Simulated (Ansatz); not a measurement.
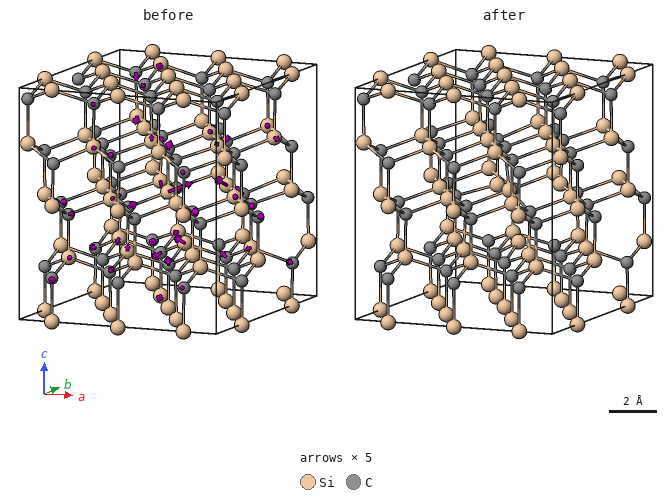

The structure of a defect cell of composition Si48C47 before (left) and after (right) a relaxation, at one scale. The purple arrows give the displacements, 5 times their true length.

A ball-and-stick model of the cell of the calculation (origin shifted), seen slightly off an axis.

Level of theory: DFT, PBEsol, PAW, plane waves (Ansatz 0.2.0). (plane-wave cutoff 420 eV; k-point mesh 1 × 1 × 1; mesh shifted by (0.25, 0.25, 0.25); no spin polarisation; atoms relaxed in a fixed cell; force threshold 0.03 eV/Å; at most 80 steps)

Summarise the run.

Answer. Over 11 geometry steps the energy falls by 2.129 eV per cell of the calculation. Largest force component: 1.8 eV/Å at the start, 0.0043 eV/Å at the end. The largest move is that of a Si atom, 0.24 Å roughly along [2 1 1]. By element the largest moves are Si 0.24 Å, C 0.15 Å. The cell doesn't change. Near-neighbour distances that change, for instance: Si–Si 3.107 → 2.728 Å, C–Si 1.839 → 1.978 Å, C–Si 1.894 → 1.985 Å, C–Si 1.960 → 1.872 Å. Bond angles that change, for instance: Si–C–Si 111.7° → 103.5°, Si–C–Si 110.2° → 103.5°, Si–C–Si 110.5° → 103.9°. Cost: 4 min on 7 threads of Arm Neoverse-V2, peak memory 1.9 GiB.
